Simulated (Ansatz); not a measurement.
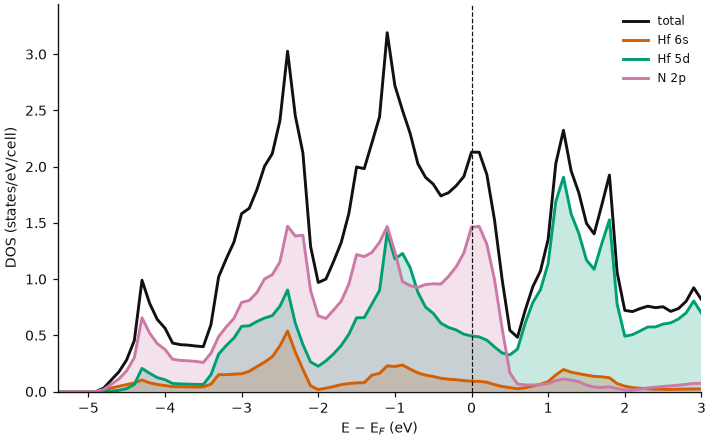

Density of states. Energies are counted from the Fermi level. The partial curves are projected on Löwdin-orthogonalised atomic shells.

Calculation on HfN, space group P6/mmm (No. 191), 2 atoms in the cell; a = 3.43 Å, b = 3.43 Å, c = 3.97 Å, α = 90.00°, β = 90.00°, γ = 120.00°.

Computed with Ansatz: DFT PBE, scalar-relativistic, plane waves, PAW, no spin polarisation, 18×18×14 k mesh, 420 eV cutoff, Gaussian smearing of 0.1 eV.

**What is the density of states at the Fermi level?**

It is a metal. The density of states at the Fermi level is about 2 per eV and cell (mean within 0.25 eV), or 0.99 per atom.

**What carries the states at the Fermi level?**

By projected weight, the states within 0.3 eV of the Fermi level are N 2p (65 %) and Hf 5d (25 %).

The structure is an invented one, so it need not be a known or stable phase. The electron count is odd and the run has no spin polarisation, so a magnetic state may lie lower. Spin-orbit coupling is left out, which matters for Hf.
